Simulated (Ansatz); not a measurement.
**Al₅P₆: geometry relaxation (part 1 of 2)**

Al₅P₆ (slab, 11 atoms in the cell), computed with DFT PBE, scalar-relativistic, plane waves, PAW, no spin polarisation (Ansatz 0.2.0).

The structure derives from an entry of the Crystallography Open Database. It belongs to a series of runs on one base structure; here: (1 0 0) slab, atoms relaxed.

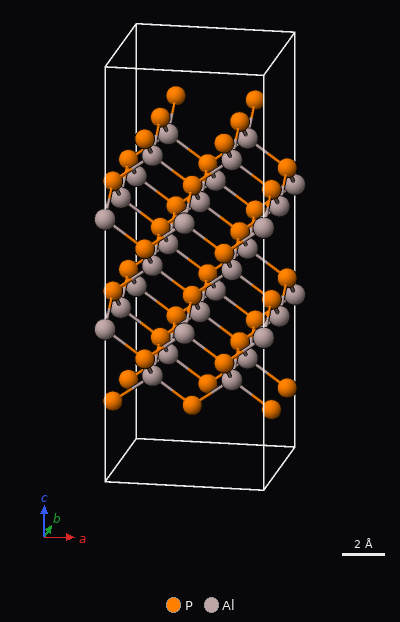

*The starting structure (ball-and-stick view of the 2 × 2 repeat of the cell, with the vacuum cut short, seen slightly off an axis). An atom can appear more than once, as a periodic image.*

Near neighbours in the periodic cell (some may lie outside the picture): P has 2 Al at 2.38 Å; Al has 4 P at 2.38 Å; P has 4 Al at 2.38 Å.

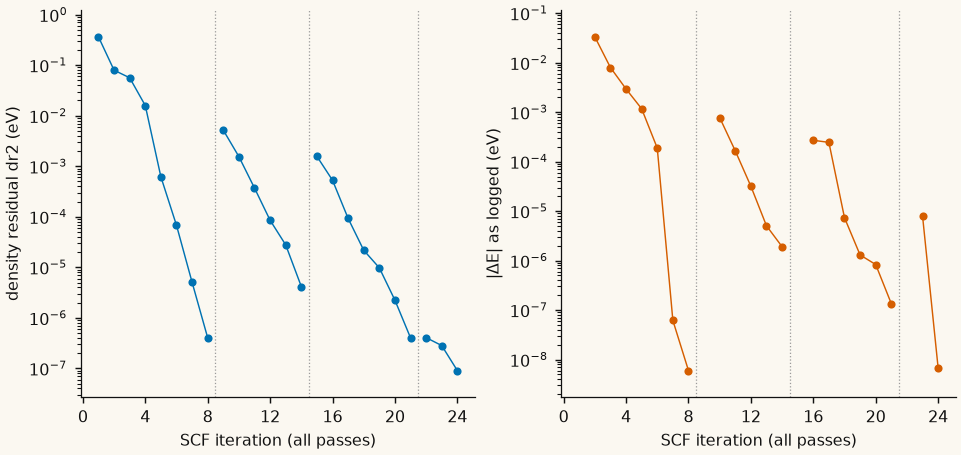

*Convergence of the self-consistent field: density residual dr2 and size of the energy change against the SCF iteration. The dotted lines part the SCF passes of the relaxation: geometry steps, rejected trials and re-solves on a re-selected basis.*

The passes take 8, 6, 7 and 3 iterations.

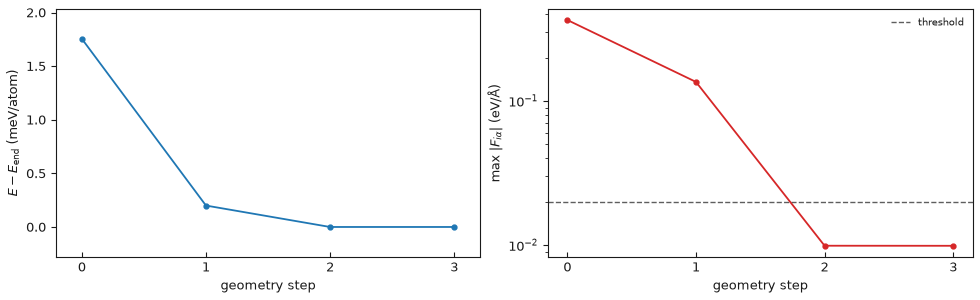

*Progress of the relaxation, step by step (the first geometry is step 0 here and step 1 in the log).*

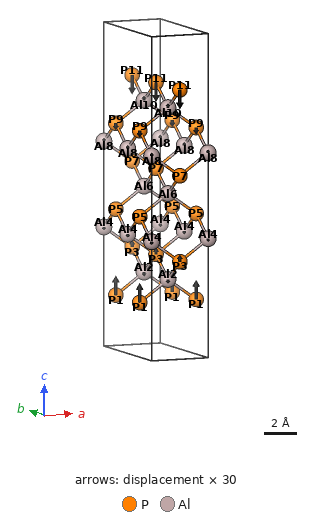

*The starting structure with the displacements as black arrows, magnified 30 times (ball-and-stick view of the 1 × 2 repeat of the cell, with the vacuum cut short, seen slightly off an axis).*

The largest moves, 0.042 Å, are those of P1 and P11. Largest moves by element: P 0.042 Å, Al 0.010 Å. The lattice vectors keep their values. Among the contacts that change: Al10–P11 2.385 → 2.355 Å, Al2–P3 2.385 → 2.399 Å, Al8–P9 2.385 → 2.372 Å, Al4–P5 2.385 → 2.389 Å. Among the angles that change: P11–Al10–P11 109.5° → 111.5°, Al2–P1–Al2 109.5° → 111.5°. The energy falls by 1.8 meV per atom in 3 geometry steps. Largest force component: 0.36 eV/Å at the start, 0.0099 eV/Å at the end. (Atoms are counted from 1 in the order of the input.)

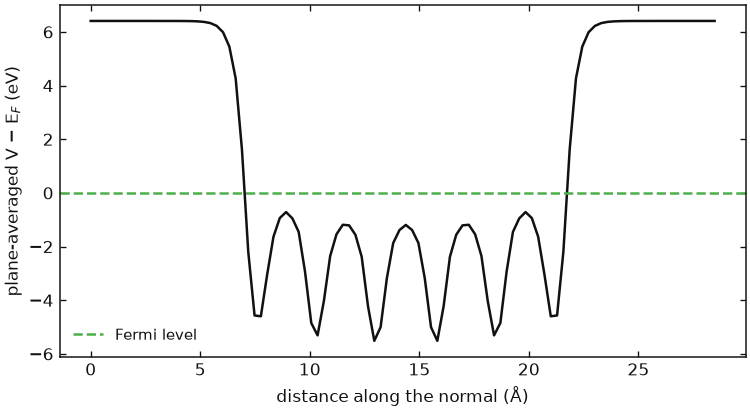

*Plane average of the electrostatic potential energy of an electron across the cell, from the Fermi level.*

The vacuum level lies 6.41 eV above the Fermi level.

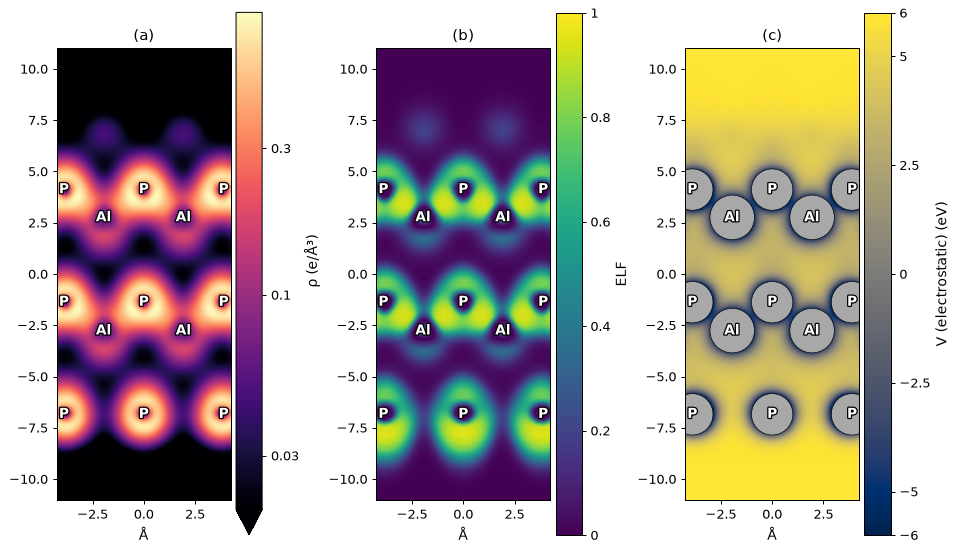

*(a) valence electron density; (b) electron localisation function; (c) electrostatic potential (local pseudopotential plus Hartree) felt by an electron on the (100) plane of the calculation cell, a cut from vacuum to vacuum. Grey discs, where drawn, cover atomic cores.*

Atoms in the plane: P and Al. Al–P (2.37 Å): the density is about 0.51 e/Å³ at the midpoint; the ELF peaks at about 0.95 between the atoms, as expected for localised, shared-pair bonding. Al–P (2.39 Å): ρ at the midpoint is about 0.5 e/Å³; the ELF peaks at about 0.95 between the atoms (a covalent bond). The density dies away to nearly zero in the vacuum. In a PAW calculation such maps are meaningful between the atoms, not at the nuclei.

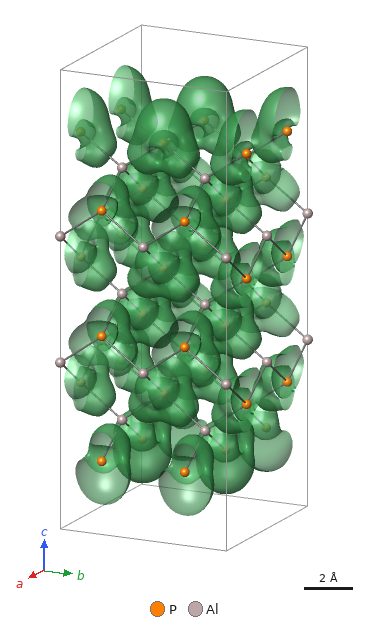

*Isosurface of the ELF at 0.7 (green), seen at an oblique angle. Only the valence region is drawn (cores and ρ < 0.01 e/Å³ removed). Sticks mark near contacts.*

Values along the shortest contacts: Al–P (2.36 Å): the ELF peaks at about 0.95 between the atoms, as expected for localised, shared-pair bonding. Al–P (2.40 Å): the ELF peaks at about 0.95 between the atoms (a covalent bond).

The input and output of the run follow.

The input
```yaml
crystal:
  lattice:
    - [3.8938964335, 0.0, 0.0]
    - [0.0, 3.8938964335, 0.0]
    - [0.0, 0.0, 28.7670028668]
  atoms:
    - { symbol: P, position: [0.0, 0.5, 0.2607153771] }
    - { symbol: Al, position: [0.5, 0.5, 0.3085723017] }
    - { symbol: P, position: [0.5, 0.0, 0.3564292263] }
    - { symbol: Al, position: [0.0, 0.0, 0.4042861508] }
    - { symbol: P, position: [0.0, 0.5, 0.4521430754] }
    - { symbol: Al, position: [0.5, 0.5, 0.5] }
    - { symbol: P, position: [0.5, 0.0, 0.5478569246] }
    - { symbol: Al, position: [0.0, 0.0, 0.5957138492] }
    - { symbol: P, position: [0.0, 0.5, 0.6435707737] }
    - { symbol: Al, position: [0.5, 0.5, 0.6914276983] }
    - { symbol: P, position: [0.5, 0.0, 0.7392846229] }
basis:
  ecutwfc: 420
kpoints:
  mp_grid: { grid: [7, 7, 1] }
hamiltonian:
  xc: pbe
scf:
  occupations: { method: gaussian, width: 0.05 }
output:
  forces: true
  eigenvalues: true
  write_density: true
  write_potential: true
  elf: true
  volumetric_format: npy
relax:
  adjacent_minimum: "off"
  f_tol: 0.02
  max_steps: 60
efield:
  axis: 3
  dipole_correction: true
  ramp_width: 0.04
```

Command:
```bash
ansatz run input.yaml --threads 1 --pin off --max-ram 2560MiB --backend cpu --events-out ev --progress --plain --runs-dir out
```

The program's output
```
Engine: ansatz 0.2.0, aarch64-unknown-linux-gnu
Pseudopotentials: kind: paw
Pseudopotential: P, paw, valence charge 5, recommended cutoff 420 eV (normal), P.paw.azcp
Pseudopotential: Al, paw, valence charge 3, recommended cutoff 420 eV (normal), Al.paw.azcp
Functional definition: PBE
  parameter kappa = 0.804
  parameter beta = 0.06672455060314922
  exchange = pbe_x(kappa = kappa, mu = beta*pi^2/3)
  correlation = pbe_c(beta = beta)
Crystal: 11 atoms, lattice volume = 436.178 Å³
Basis set: ecut = 420 eV, 8609 PW (Γ), exchange–correlation on 54×54×400 points (8 copies of the dense FFT grid, shifted against one another)
Bands: 34, of which v1, the nominal top of the filled ones, is band 23 counted from 1 (22 counted from 0)
Symmetry: 4 space group operations
k-points: 16 of 49
Non-local potential: P, projectors of the file, l = 0: 2, l = 1: 2, l = 2: 2
Non-local potential: Al, projectors of the file, l = 0: 2, l = 1: 2, l = 2: 1
PAW form: soft (Blöchl's): semilocal exchange-correlation on the pseudo side does not see the compensation charge
PAW one-centre angular grid: P, 110 points (default); XC on 64 Gauss nodes
PAW one-centre angular grid: Al, 110 points (default); XC on 64 Gauss nodes
Initial density: superposition of atomic densities (neutral atoms: chi_scale 0, normalization atom), corrected by the library's trained network
Initial wavefunctions: pseudopotential atomic-orbital guess
Functional: x = pbe(κ = 0.804, μ = 0.2195149727645171), c = pbe(β = 0.06672455060314922)
SCF iter   1: F=—  HF=-7223.917439 eV  |F-HF|=—  |Δ(HF+E_count)|=         —  Δρ=3.95e-3  dr2=3.63e-1  ethr=1.77e-3  p=0.000 e·Å  D=3.52e-15 V/Å  ΔV_dip=-0.00 eV  dr2_dipole=2.17e-10  V_vac-E_F(+/−)=6.55/6.55 eV  ⟨swp⟩=9.2  Hψ=3586  notcnv=0  defer=30
efield: sawtooth ramp at fractional position 0.9800 (placed from the atoms, in the widest stretch of the axis that holds none; the zero of the levels goes with the place), width 0.0400; the density the first Hamiltonian is built on has a dipole p = 0.000 e·Å; the dipole correction subtracts the counter field D = 3.52e-15 V/Å, which shifts the + side's vacuum level by -0.00 eV against the − side's; the planar-averaged density in the ramp window peaks in size at 9.7e-6 e/Å³
preconditioner: auto → LDOS  [metal: Δε(μ)=0.036 eV  Ē_g=7.926 eV  σ=0.050 eV  W_gap=0.36  n_scr=52 (ndim 8)  ℏωp=11.9 eV  f_vac=0.401  D(μ)=4.54/eV (n_scr^D=12)  β→1.0]
SCF iter   2: F=—  HF=-7223.884234 eV  |F-HF|=—  |Δ(HF+E_count)|=   3.32e-2  Δρ=3.93e-3  dr2=7.95e-2  ethr=8.07e-4  p=0.000 e·Å  D=9.23e-7 V/Å  ΔV_dip=-0.00 eV  dr2_dipole=2.44e-5  V_vac-E_F(+/−)=6.54/6.54 eV  ⟨swp⟩=2.8  Hψ=879  notcnv=0  defer=63
SCF iter   3: F=—  HF=-7223.876263 eV  |F-HF|=—  |Δ(HF+E_count)|=   7.97e-3  Δρ=1.49e-3  dr2=5.63e-2  ethr=1.77e-4  p=-0.000 e·Å  D=-9.97e-7 V/Å  ΔV_dip=0.00 eV  dr2_dipole=7.35e-7  V_vac-E_F(+/−)=6.49/6.49 eV  ⟨swp⟩=2.1  Hψ=784  notcnv=0  defer=81
SCF iter   4: F=—  HF=-7223.873323 eV  |F-HF|=—  |Δ(HF+E_count)|=   2.94e-3  Δρ=7.46e-4  dr2=1.59e-2  ethr=1.25e-4  p=-0.000 e·Å  D=-1.41e-6 V/Å  ΔV_dip=0.00 eV  dr2_dipole=4.06e-7  V_vac-E_F(+/−)=6.48/6.48 eV  ⟨swp⟩=1.0  Hψ=463  notcnv=0  defer=81
SCF iter   5: F=—  HF=-7223.872152 eV  |F-HF|=—  |Δ(HF+E_count)|=   1.17e-3  Δρ=1.51e-4  dr2=6.18e-4  ethr=3.54e-5  p=-0.000 e·Å  D=-1.33e-6 V/Å  ΔV_dip=0.00 eV  dr2_dipole=4.00e-8  V_vac-E_F(+/−)=6.46/6.46 eV  ⟨swp⟩=1.0  Hψ=463  notcnv=0  defer=81
SCF iter   6: F=—  HF=-7223.871964 eV  |F-HF|=—  |Δ(HF+E_count)|=   1.88e-4  Δρ=4.66e-5  dr2=6.79e-5  ethr=1.37e-6  p=-0.000 e·Å  D=-1.58e-6 V/Å  ΔV_dip=0.00 eV  dr2_dipole=1.87e-8  V_vac-E_F(+/−)=6.45/6.45 eV  ⟨swp⟩=2.1  Hψ=817  notcnv=0  defer=81
iter 7 did not close the SCF: its close was put off until two iterations running show no level that it waits for move by more than its bar (scf_convergence_deferred on its scf_iter line)
SCF iter   7: F=-7223.871961 eV  HF=-7223.871964 eV  |F-HF|=3.66e-6  |Δ(HF+E_count)|=   6.17e-8  Δρ=1.19e-5  dr2=5.06e-6  ethr=2.22e-8  p=-0.000 e·Å  D=-5.61e-7 V/Å  ΔV_dip=0.00 eV  dr2_dipole=7.66e-10  V_vac-E_F(+/−)=6.44/6.44 eV  ⟨swp⟩=21.7  Hψ=6591  notcnv=0
SCF iter   8: F=-7223.871964 eV  HF=-7223.871964 eV  |F-HF|=1.58e-7  |Δ(HF+E_count)|=   6.00e-9  Δρ=5.81e-6  dr2=4.03e-7  ethr=1.12e-8  p=-0.000 e·Å  D=-5.93e-7 V/Å  ΔV_dip=0.00 eV  dr2_dipole=6.61e-10  V_vac-E_F(+/−)=6.44/6.44 eV  ⟨swp⟩=12.2  Hψ=4518  notcnv=0
SCF 1 converged in 8 iterations: F = -7223.871964 eV  dr2 = 4.03e-7
  greatest PAW one-centre occupation: 0.818 electrons in one spin orbital (limit 2), on the P atom at site 0 (counted from 0), in its partial waves of l = 0
relax step   1: F+E_penalty+E_count = -7223.87196412 eV  Δ(F+E_penalty+E_count) = +0.000e0 eV  max|allowed force component| = 3.643e-1 eV/Å  Δτ_max = 0.0000 Å  (8 SCF iters, dr2 threshold 1.00e-5 eV, accepted)
Initial density: handed on by an earlier stage of this run
Initial wavefunctions: those handed on with the density
iter 1 solved again at ethr=1.15e-5 eV; its pass at ethr=3.10e-3 eV (dr2=5.16e-3 eV) is discarded
SCF iter   1: F=—  HF=-7223.890052 eV  |F-HF|=—  |Δ(HF+E_count)|=         —  Δρ=9.97e-4  dr2=5.18e-3  ethr=1.15e-5  p=-0.000 e·Å  D=-5.93e-7 V/Å  ΔV_dip=0.00 eV  dr2_dipole=1.01e-9  V_vac-E_F(+/−)=6.46/6.46 eV  ⟨swp⟩=2.3  Hψ=1901  notcnv=0  defer=81
efield: sawtooth ramp at fractional position 0.9800 (handed on by an earlier solve), width 0.0400; the density the first Hamiltonian is built on has a dipole p = -0.000 e·Å; the dipole correction subtracts the counter field D = -5.93e-7 V/Å, which shifts the + side's vacuum level by +0.00 eV against the − side's; the planar-averaged density in the ramp window peaks in size at 7.5e-8 e/Å³
preconditioner: auto → LDOS  [metal: Δε(μ)=0.027 eV  Ē_g=7.958 eV  σ=0.050 eV  W_gap=0.29  n_scr=52 (ndim 8)  ℏωp=11.9 eV  f_vac=0.401  D(μ)=10.22/eV (n_scr^D=62)  β→1.0]
SCF iter   2: F=—  HF=-7223.889275 eV  |F-HF|=—  |Δ(HF+E_count)|=   7.77e-4  Δρ=5.78e-4  dr2=1.55e-3  ethr=1.15e-5  p=-0.000 e·Å  D=-9.04e-9 V/Å  ΔV_dip=0.00 eV  dr2_dipole=1.47e-10  V_vac-E_F(+/−)=6.43/6.43 eV  ⟨swp⟩=2.0  Hψ=755  notcnv=0  defer=81
SCF iter   3: F=—  HF=-7223.889111 eV  |F-HF|=—  |Δ(HF+E_count)|=   1.65e-4  Δρ=1.70e-4  dr2=3.71e-4  ethr=3.45e-6  p=-0.000 e·Å  D=-2.23e-7 V/Å  ΔV_dip=0.00 eV  dr2_dipole=3.32e-10  V_vac-E_F(+/−)=6.43/6.43 eV  ⟨swp⟩=2.0  Hψ=753  notcnv=0  defer=81
SCF iter   4: F=—  HF=-7223.889079 eV  |F-HF|=—  |Δ(HF+E_count)|=   3.18e-5  Δρ=6.39e-5  dr2=8.54e-5  ethr=8.23e-7  p=-0.000 e·Å  D=-1.17e-7 V/Å  ΔV_dip=0.00 eV  dr2_dipole=1.78e-11  V_vac-E_F(+/−)=6.43/6.43 eV  ⟨swp⟩=1.4  Hψ=470  notcnv=0  defer=81
SCF iter   5: F=—  HF=-7223.889074 eV  |F-HF|=—  |Δ(HF+E_count)|=   5.05e-6  Δρ=2.95e-5  dr2=2.78e-5  ethr=1.90e-7  p=-0.000 e·Å  D=-1.21e-7 V/Å  ΔV_dip=0.00 eV  dr2_dipole=1.45e-11  V_vac-E_F(+/−)=6.42/6.42 eV  ⟨swp⟩=2.3  Hψ=645  notcnv=0  defer=81
SCF iter   6: F=-7223.889069 eV  HF=-7223.889072 eV  |F-HF|=3.15e-6  |Δ(HF+E_count)|=   1.91e-6  Δρ=1.08e-5  dr2=4.17e-6  ethr=1.84e-8  p=-0.000 e·Å  D=-5.86e-8 V/Å  ΔV_dip=0.00 eV  dr2_dipole=2.28e-13  V_vac-E_F(+/−)=6.42/6.42 eV  ⟨swp⟩=20.5  Hψ=5860  notcnv=0
SCF 2 converged in 6 iterations: F = -7223.889069 eV  dr2 = 4.17e-6
  greatest PAW one-centre occupation: 0.817 electrons in one spin orbital (limit 2), on the P atom at site 0 (counted from 0), in its partial waves of l = 0
relax step   2: F+E_penalty+E_count = -7223.88906873 eV  Δ(F+E_penalty+E_count) = -1.710e-2 eV  max|allowed force component| = 1.355e-1 eV/Å  Δτ_max = 0.0299 Å  (6 SCF iters, dr2 threshold 8.30e-6 eV, accepted)
```
